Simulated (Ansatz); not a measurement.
Single-point calculation of W3S8 (part 2 of 2)

The same run, continued: W3S8 (slab, 11 atoms in the cell); DFT PBE+D3(BJ), scalar-relativistic, plane waves, PAW, spin-polarised (Ansatz 0.2.0); cutoff 420 eV, 12×12×1 k-mesh, Gaussian smearing of 0.05 eV, collinear spins. The structure derives from a Materials Project entry. It belongs to a series of runs on one base structure; here: W vacancy.

Geometry of the input (Å; fractional positions):
```
6.3187  0.0000  0.0000
-3.1593  5.4721  0.0000
0.0000  0.0000  20.1521
S  0.3338  0.1662  0.4226
S  0.3338  0.6675  0.4226
S  0.8325  0.1662  0.4226
S  0.8333  0.6667  0.4239
W  0.1772  0.8386  0.5000
W  0.6614  0.3228  0.5000
W  0.6614  0.8386  0.5000
S  0.3338  0.1662  0.5774
S  0.3338  0.6675  0.5774
S  0.8325  0.1662  0.5774
S  0.8333  0.6667  0.5761
```

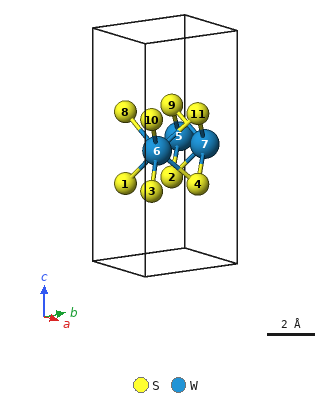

Figure 1. The structure as given in the input (ball-and-stick view of the cell of the calculation, with the vacuum cut short, seen slightly off an axis; atoms are numbered from 1 in the order of the input). An atom can appear more than once, as a periodic image.

Log, continued
```
SCF iter   1: F=—  HF=-38377.608518 eV  |F-HF|=—  |Δ(HF+E_count)|=         —  Δρ=4.47e-4 (↑3.70e-4 ↓4.47e-4)  dr2=2.87e-4  dr2_m=1.05e-3  M=1.225 μB ∫|m|=1.232 μB  β_m=1.20  ethr=1.46e-6  p=-0.000 e·Å  D=-6.76e-7 V/Å  ΔV_dip=0.00 eV  dr2_dipole=1.52e-12  V_vac-E_F(+/−)=5.43/5.43 eV  ⟨swp⟩=3.7  Hψ=16483  notcnv=0
efield: sawtooth ramp at fractional position 0.9800 (handed on by an earlier solve), width 0.0400; the density the first Hamiltonian is built on has a dipole p = -0.000 e·Å; the dipole correction subtracts the counter field D = -6.76e-7 V/Å, which shifts the + side's vacuum level by +0.00 eV against the − side's; the planar-averaged density in the ramp window peaks in size at 1.3e-6 e/Å³
preconditioner: auto → LDOS  [metal: Δε(μ)=0.001 eV  Ē_g=7.885 eV  σ=0.050 eV  W_gap=0.02  n_scr=78 (ndim 8)  ℏωp=11.4 eV  f_vac=0.661  D(μ)=11.09/eV (n_scr^D=64)]
spin=Collinear: LDOS preconditioning applied to the charge; magnetization (m = ρ↑ − ρ↓) channel mixes plain (no charge-response kernel on spin).
SCF iter   2: F=—  HF=-38377.611067 eV  |F-HF|=—  |Δ(HF+E_count)|=   2.55e-3  Δρ=3.67e-4 (↑2.52e-4 ↓3.67e-4)  dr2=9.44e-4  dr2_m=5.48e-4  M=1.105 μB ∫|m|=1.111 μB  β_m=0.65  ethr=3.19e-7  p=-0.000 e·Å  D=-6.94e-7 V/Å  ΔV_dip=0.00 eV  dr2_dipole=2.53e-12  V_vac-E_F(+/−)=5.43/5.43 eV  ⟨swp⟩=2.7  Hψ=3766  notcnv=0
density mixer auto → msr1: a metal under ldos (density of states about μ 0.97 of a free-electron gas's, 78 screened modes)
SCF iter   3: F=—  HF=-38377.611245 eV  |F-HF|=—  |Δ(HF+E_count)|=   1.78e-4  Δρ=3.03e-4 (↑2.22e-4 ↓3.03e-4)  dr2=4.54e-4  dr2_m=4.09e-4  M=1.086 μB ∫|m|=1.092 μB  β_m=0.82  ethr=3.19e-7  p=-0.000 e·Å  D=-7.46e-7 V/Å  ΔV_dip=0.00 eV  dr2_dipole=4.96e-13  V_vac-E_F(+/−)=5.43/5.43 eV  ⟨swp⟩=2.1  Hψ=3341  notcnv=0
SCF iter   4: F=—  HF=-38377.612806 eV  |F-HF|=—  |Δ(HF+E_count)|=   1.56e-3  Δρ=7.45e-5 (↑7.45e-5 ↓4.54e-5)  dr2=4.64e-5  dr2_m=1.75e-5  M=0.907 μB ∫|m|=0.912 μB  β_m=0.84  ethr=3.19e-7  p=-0.000 e·Å  D=-7.80e-7 V/Å  ΔV_dip=0.00 eV  dr2_dipole=6.01e-12  V_vac-E_F(+/−)=5.43/5.43 eV  ⟨swp⟩=3.1  Hψ=4548  notcnv=0
SCF iter   5: F=—  HF=-38377.612784 eV  |F-HF|=—  |Δ(HF+E_count)|=   2.17e-5  Δρ=3.72e-5 (↑3.27e-5 ↓3.72e-5)  dr2=5.60e-5  dr2_m=2.55e-6  M=0.859 μB ∫|m|=0.863 μB  β_m=0.92  ethr=5.15e-8  p=-0.000 e·Å  D=-7.92e-7 V/Å  ΔV_dip=0.00 eV  dr2_dipole=4.66e-12  V_vac-E_F(+/−)=5.43/5.43 eV  ⟨swp⟩=3.2  Hψ=4757  notcnv=0
SCF iter   6: F=—  HF=-38377.612789 eV  |F-HF|=—  |Δ(HF+E_count)|=   4.59e-6  Δρ=2.83e-5 (↑1.74e-5 ↓2.83e-5)  dr2=1.94e-5  dr2_m=1.56e-6  M=0.847 μB ∫|m|=0.852 μB  β_m=0.96  ethr=5.15e-8  p=-0.000 e·Å  D=-7.43e-7 V/Å  ΔV_dip=0.00 eV  dr2_dipole=2.06e-12  V_vac-E_F(+/−)=5.43/5.43 eV  ⟨swp⟩=2.3  Hψ=3152  notcnv=0
SCF iter   7: F=—  HF=-38377.612795 eV  |F-HF|=—  |Δ(HF+E_count)|=   6.16e-6  Δρ=1.66e-5 (↑1.66e-5 ↓6.59e-6)  dr2=3.57e-6  dr2_m=6.86e-7  M=0.833 μB ∫|m|=0.837 μB  β_m=0.98  ethr=2.15e-8  p=-0.000 e·Å  D=-7.14e-7 V/Å  ΔV_dip=0.00 eV  dr2_dipole=7.55e-14  V_vac-E_F(+/−)=5.43/5.43 eV  ⟨swp⟩=2.0  Hψ=3380  notcnv=0
SCF iter   8: F=—  HF=-38377.612796 eV  |F-HF|=—  |Δ(HF+E_count)|=   1.17e-6  Δρ=1.15e-5 (↑1.15e-5 ↓5.34e-6)  dr2=2.14e-6  dr2_m=2.85e-7  M=0.832 μB ∫|m|=0.836 μB  β_m=0.99  ethr=3.96e-9  p=-0.000 e·Å  D=-7.04e-7 V/Å  ΔV_dip=0.00 eV  dr2_dipole=1.54e-14  V_vac-E_F(+/−)=5.43/5.43 eV  ⟨swp⟩=2.1  Hψ=3429  notcnv=0
SCF iter   9: F=—  HF=-38377.612797 eV  |F-HF|=—  |Δ(HF+E_count)|=   6.40e-7  Δρ=5.14e-6 (↑5.14e-6 ↓3.54e-6)  dr2=6.74e-7  dr2_m=5.30e-8  M=0.830 μB ∫|m|=0.834 μB  β_m=0.85  ethr=2.37e-9  p=-0.000 e·Å  D=-7.04e-7 V/Å  ΔV_dip=0.00 eV  dr2_dipole=6.36e-14  V_vac-E_F(+/−)=5.43/5.43 eV  ⟨swp⟩=2.5  Hψ=4000  notcnv=0
SCF iter  10: F=—  HF=-38377.612797 eV  |F-HF|=—  |Δ(HF+E_count)|=   7.22e-8  Δρ=1.42e-6 (↑1.42e-6 ↓1.31e-6)  dr2=3.18e-8  dr2_m=7.39e-9  M=0.828 μB ∫|m|=0.832 μB  β_m=0.78  ethr=1.11e-10  p=-0.000 e·Å  D=-7.11e-7 V/Å  ΔV_dip=0.00 eV  dr2_dipole=2.49e-16  V_vac-E_F(+/−)=5.43/5.43 eV  ⟨swp⟩=15.8  Hψ=21125  notcnv=0
SCF iter  11: F=—  HF=-38377.612797 eV  |F-HF|=—  |Δ(HF+E_count)|=   4.97e-8  Δρ=4.44e-7 (↑4.44e-7 ↓3.57e-7)  dr2=4.96e-9  dr2_m=6.18e-10  M=0.827 μB ∫|m|=0.831 μB  β_m=0.88  ethr=3.54e-11  p=-0.000 e·Å  D=-6.96e-7 V/Å  ΔV_dip=0.00 eV  dr2_dipole=1.61e-14  V_vac-E_F(+/−)=5.43/5.43 eV  ⟨swp⟩=14.2  Hψ=17836  notcnv=0
SCF iter  12: F=-38377.612797 eV  HF=-38377.612797 eV  |F-HF|=3.93e-10  |Δ(HF+E_count)|=   4.36e-9  Δρ=7.83e-8 (↑5.82e-8 ↓7.83e-8)  dr2=8.71e-11  dr2_m=1.78e-11  M=0.827 μB ∫|m|=0.831 μB  ethr=5.51e-12  p=-0.000 e·Å  D=-7.00e-7 V/Å  ΔV_dip=0.00 eV  dr2_dipole=5.49e-16  V_vac-E_F(+/−)=5.43/5.43 eV  ⟨swp⟩=12.0  Hψ=15705  notcnv=0
SCF 1 converged in 12 iterations: F = -38377.612797 eV  dr2 = 8.71e-11
  greatest PAW one-centre occupation: 1.000 electrons in one spin orbital (limit 2), on the W atom at site 6 (counted from 0), in its partial waves of l = 0
WARN: The output density's exchange-correlation potential varies sharply where the density is thin. Do not read a vacuum level from v_tot or v_xc, or from such a field of the output density. On a cell that repeats whose density bears no net charge and no dipole along the vacuum's axis use v_es (v_loc + v_h of the components); under efield.dipole_correction with no amplitude use v_es + v_field, which holds any external_charges[].barrier, or the levels of the report's work_function block, which leave it out; under a non-zero efield.amplitude the vacuum is tilted and has no level; on a cell that repeats and bears such a dipole with no correction it is tilted too, and efield.dipole_correction with no amplitude gives each side of its ramp a level where efield: is served; in a cell that repeats whose density bears a net charge (total_charge, or a fill off its count) it is curved and has none; of a slab under crystal.periodic whose density bears no net charge use v_es, which has a level on each side, short of where the two are joined; of another it falls or rises all the way out and has none; of a slab beside external_charges read slab_vacuum_level instead, which it has where they leave it neutral. The grid or the basis barely resolves most such structure, and the values can differ between equally converged runs; as a rule a tighter scf.convergence.dr2_threshold does not remove it. Where the density itself ripples (under the LDA too) a higher basis.ecutwfc lessens it. The files hold the spikes' plane waves up to the density's cutoff. Files: v_tot_of_output_density and the like, and their columns of v_z.tsv (output.write_potential); v_xc_of_output_density and the like, and their columns of v_comp_z.tsv (output.write_potential_components). Measured: with its Gaussian average of σ = 0.25 Å subtracted twice, the exchange-correlation potential is over 0.1 eV at 220 of the grid points where the equally averaged density (valence and model cores) is under 1e-3 e/Å³, and 0.249 eV at the most among them, at an averaged density of 1.2e-9 e/Å³. See output.write_potential in the manual, Limitations
SCF converged after 12 iterations
Magnetization: 0.8266 μB (45.4133 up, 44.5867 down)
Absolute magnetization: 0.8295 μB (∫|ρ↑−ρ↓|, with the PAW one-centre terms)
Spin contamination: 0.0024 ħ² per cell (⟨S²⟩ above its minimum at these occupations)
Per-site moments (μB) at R_I (Å): [(0.07130279882894733, 0.9801479949552561), (0.07130279882894741, 0.980147994955256), (0.07130279882894731, 0.9801479949552561), (0.007011105730581779, 1.0013093256230825), (0.03464052149678277, 0.9801479949552561), (0.034640521496782706, 0.9801479949552561), (0.03464052149678282, 0.980147994955256), (0.07130590974567043, 0.9801493965113314), (0.07130590974567029, 0.9801493965113314), (0.07130590974567035, 0.9801493965113316), (0.007011007836113002, 1.0013102297656438)]
Free energy (F): -38377.612797 eV
Harris-Foulkes:  -38377.612797 eV  (|F-HF|=3.93e-10)
Internal energy: -38377.597929 eV  (E = F + TS)
E sigma→0 (E₀):  -38377.605363 eV
Entropy (-TS):   -0.014868 eV (-1.352 meV/atom)
Fermi energy:    -0.901460 eV
Dipole field:    D = -0.000001 V/Å  (p = -0.000003 e·Å, saw-weighted, corrected)
Work function:   Φ+ = 5.4291 eV   Φ− = 5.4291 eV
Levels:          The Fermi level and band energies are counted from a zero that moves with the ramp; work functions are not
--- Per-component energies (eV) ---
  E_band       = -1609.197514
  E_kinetic    = 2202.745360
  E_local      = -48150.258382  (includes V_loc(G=0)·N_el)
  E_nonlocal   = 229.970979
  E_hartree    = 22967.144225
  E_xc         = -1574.660271
  E_vxc        = -1411.623333  (∫ρ·V_xc dr)
  E_paw        = -30489.278414  (= ΣΔE_a)
  E_vpaw       = -414.320952  (= ΣTr[D̂ρ^β])
  E_aug_tail   = -0.000182  (compensation charges beyond the density's cutoff)
  E_efield     = 0.000000  (sawtooth field / dipole correction)
  E_vefield    = -0.000000  (∫n·V_field dr)
  E_ewald      = 16439.735681
  E_disp       = -2.996926  (pairwise vdW)
  E_smearing   = -0.014868  (= −TS)
  E_closure    = -0.000000  (closes the sum)
  Σ components = -38377.612797   (vs F -38377.612797, Δ=0.00e0)
--- Forces (eV/Å), atoms counted from 1 ---
  atom   1  S      0.03483522    -0.02011212     0.03193448
  atom   2  S     -0.00000000     0.04022425     0.03193448
  atom   3  S     -0.03483522    -0.02011212     0.03193448
  atom   4  S     -0.00000000    -0.00000000    -0.04922209
  atom   5  W      0.06282347     0.03627115     0.00003957
  atom   6  W      0.00000000    -0.07254229     0.00003957
  atom   7  W     -0.06282347     0.03627115     0.00003957
  atom   8  S      0.03482104    -0.02010394    -0.03195593
  atom   9  S     -0.00000000     0.04020787    -0.03195593
  atom  10  S     -0.03482104    -0.02010394    -0.03195593
  atom  11  S     -0.00000000    -0.00000000     0.04916776
  max |Σ_I F_I| component: 1.45e-8 eV/Å
--- Band table (eV; the first three rows and the last of 38) ---
  k-point 0 ↑: bands = ["-75.6117", "-75.5964", "-75.5964", "-40.0699", "-40.0012", "-40.0012", "-39.8575", "-39.8392", "-39.8057", "-39.8057", "-39.7396", "-39.7396", "-15.8211", "-14.3205", "-13.8573", "-13.6723", "-13.4643", "-13.4643", "-13.1276", "-13.1276", "-7.5923", "-7.5923", "-7.4431", "-6.6763", "-6.2786", "-6.2786", "-6.1310", "-5.3481", "-5.3481", "-5.2113", "-4.7558", "-4.0202", "-4.0202", "-3.4608", "-3.4608", "-3.3525", "-3.3466", "-3.3466", "-3.0316", "-2.1082", "-2.0378", "-2.0325", "-2.0325", "-1.4799", "-1.4799", "-0.6249", "-0.6249", "-0.0405", "1.2812", "1.8200", "1.8200", "1.9502", "1.9502", "2.0138", "2.0138", "2.5506", "3.3942"]
  k-point 1 ↑: bands = ["-75.6115", "-75.5966", "-75.5964", "-40.0658", "-40.0006", "-39.9988", "-39.8568", "-39.8408", "-39.8064", "-39.8057", "-39.7446", "-39.7406", "-15.7954", "-14.3104", "-13.8816", "-13.6737", "-13.4881", "-13.4687", "-13.1435", "-13.1260", "-7.5544", "-7.5493", "-7.3895", "-6.6427", "-6.3061", "-6.2892", "-6.0402", "-5.3509", "-5.3371", "-5.2090", "-4.7537", "-4.0826", "-4.0013", "-3.5269", "-3.4698", "-3.4493", "-3.3558", "-3.2667", "-2.9665", "-2.2984", "-2.2871", "-2.0660", "-2.0123", "-1.3627", "-1.3391", "-0.7179", "-0.6518", "-0.0670", "1.2589", "1.7438", "1.7832", "1.9194", "1.9456", "1.9699", "2.0618", "2.5815", "3.3535"]
  k-point 2 ↑: bands = ["-75.6110", "-75.5972", "-75.5964", "-40.0546", "-39.9981", "-39.9916", "-39.8547", "-39.8457", "-39.8085", "-39.8057", "-39.7591", "-39.7431", "-15.7197", "-14.2810", "-13.9641", "-13.6787", "-13.5411", "-13.4808", "-13.1873", "-13.1217", "-7.4479", "-7.4258", "-7.2354", "-6.5457", "-6.3207", "-6.3177", "-5.8445", "-5.3635", "-5.3055", "-5.2043", "-4.7451", "-4.2394", "-3.9632", "-3.7111", "-3.5363", "-3.5030", "-3.3683", "-3.2040", "-2.8269", "-2.7106", "-2.6622", "-2.1071", "-2.1048", "-1.1878", "-1.1105", "-0.9721", "-0.7239", "-0.1392", "1.1928", "1.5626", "1.6974", "1.8368", "1.8739", "1.9282", "2.1890", "2.6112", "3.1361"]
  k-point 18 ↓: bands = ["-75.5852", "-75.5789", "-75.5744", "-39.9434", "-39.9385", "-39.9339", "-39.8287", "-39.8180", "-39.8137", "-39.7978", "-39.7798", "-39.7454", "-15.0346", "-14.5203", "-14.0732", "-13.9846", "-13.5690", "-13.4370", "-13.1894", "-12.9546", "-6.7303", "-6.5803", "-6.5632", "-5.9113", "-5.8972", "-5.8281", "-5.4403", "-5.3880", "-5.2634", "-4.9816", "-4.9064", "-4.6958", "-4.6629", "-4.5502", "-4.1619", "-3.9202", "-3.3232", "-3.2811", "-3.0824", "-2.8019", "-2.5803", "-2.2337", "-2.2032", "-1.9057", "-1.1267", "-0.8252", "-0.5224", "-0.1798", "0.6099", "0.8911", "1.2975", "1.3851", "1.7633", "1.9351", "2.0177", "2.3637", "3.2273"]
--- Löwdin populations: 11 sites ---
  site symbol       q [e]    m [muB]
     0      S      6.1338     0.1057
     1      S      6.1338     0.1057
     2      S      6.1338     0.1057
     3      S      6.1107     0.0061
     4      W     13.3978     0.0556
     5      W     13.3978     0.0556
     6      W     13.3978     0.0556
     7      S      6.1339     0.1057
     8      S      6.1339     0.1057
     9      S      6.1339     0.1057
    10      S      6.1107     0.0061
  spilling = 0.008688 (of n_electrons = 90.000000)
--- Band densities, each state counted as filled ---
  window                                       electrons  max residual (eV)  cut levels
  e_range: [-2, -1]                  4.159722 + 4.187500             7.0e-9           0
  e_range: [-1, -0.5]                0.347222 + 0.402778             6.1e-9           0
  e_range: [-0.5, -0.25]             0.513889 + 0.250000             6.7e-9           0
  e_range: [-0.25, 0]                1.118056 + 0.638889             1.0e-8           0
  e_range: [0, 0.25]                 1.416667 + 1.555556             3.3e-6           0
  e_range: [0.25, 0.5]               0.548611 + 0.986111             3.1e-6           0
  e_range: [0.5, 1]                  0.645833 + 0.937500             3.5e-6           0
  e_range: [1, 1.5]                  0.013889 + 0.000000             1.4e-6           0
```

File band_densities.tsv
```
# window	n_electrons_up	n_electrons_dn	max_residual_ev	n_cut_levels
# fermi_ev = -0.901460
# range_zeros_ev = -0.901460 -0.901460
# range_zeros_ev: from where a range's energies are measured, in spin up and in spin down where the run solves two channels
e_range_-2_-1	4.159722	4.187500	6.993e-9	0
e_range_-1_-0.5	0.347222	0.402778	6.142e-9	0
e_range_-0.5_-0.25	0.513889	0.250000	6.666e-9	0
e_range_-0.25_0	1.118056	0.638889	1.030e-8	0
e_range_0_0.25	1.416667	1.555556	3.281e-6	0
e_range_0.25_0.5	0.548611	0.986111	3.080e-6	0
e_range_0.5_1	0.645833	0.937500	3.513e-6	0
e_range_1_1.5	0.013889	0.000000	1.438e-6	0
```

File populations.tsv
```
# site	symbol	l	j	q_up	q_dn
# orbitals = lowdin
# n_electrons = 90.000000
# spilling = 0.008688
0	S	0_3S	-	0.917625	0.915944
0	S	1_3P	-	2.202147	2.098134
1	S	0_3S	-	0.917625	0.915944
1	S	1_3P	-	2.202147	2.098134
2	S	0_3S	-	0.917625	0.915944
2	S	1_3P	-	2.202147	2.098134
3	S	0_3S	-	0.892732	0.892848
3	S	1_3P	-	2.165708	2.159463
4	W	0_5S	-	0.988591	0.988566
4	W	0_6S	-	0.307648	0.306724
4	W	1_5P	-	2.997204	2.997012
4	W	2_5D	-	2.433251	2.378822
5	W	0_5S	-	0.988591	0.988566
5	W	0_6S	-	0.307648	0.306724
5	W	1_5P	-	2.997204	2.997012
5	W	2_5D	-	2.433251	2.378822
6	W	0_5S	-	0.988591	0.988566
6	W	0_6S	-	0.307648	0.306724
6	W	1_5P	-	2.997204	2.997012
6	W	2_5D	-	2.433251	2.378822
7	S	0_3S	-	0.917626	0.915944
7	S	1_3P	-	2.202149	2.098132
8	S	0_3S	-	0.917626	0.915944
8	S	1_3P	-	2.202149	2.098132
9	S	0_3S	-	0.917626	0.915944
9	S	1_3P	-	2.202149	2.098132
10	S	0_3S	-	0.892732	0.892848
10	S	1_3P	-	2.165707	2.159462
```

Summary

```json
{"quantity": "outcome", "value": "converged"}
{"quantity": "electrons treated", "value": "90"}
{"quantity": "free energy", "value": "−38377.6128 eV"}
{"quantity": "work function, top face", "value": "5.43 eV"}
{"quantity": "work function, bottom face", "value": "5.43 eV"}
{"quantity": "Fermi energy", "value": "−0.901 eV"}
{"quantity": "gap on the k-point mesh", "value": "none (metallic)"}
{"quantity": "net moment of the cell", "value": "0.83 μB"}
{"quantity": "integrated absolute moment", "value": "0.83 μB"}
{"quantity": "work function (upper face)", "value": "5.43 eV"}
{"quantity": "largest force (length of the vector)", "value": "0.073 eV/Å"}
{"quantity": "hardware", "value": "4 threads of Arm Neoverse V2, 24 GiB of memory available, shared host"}
{"quantity": "wall time", "value": "80 s (CPU time 5.2 min)"}
{"quantity": "peak memory", "value": "2 GiB"}
```

Notes

Warnings of the run: the state was not tested for a lower one; the exchange-correlation potential is rough where the density is thin. Spin–orbit coupling is left out, which matters for W.
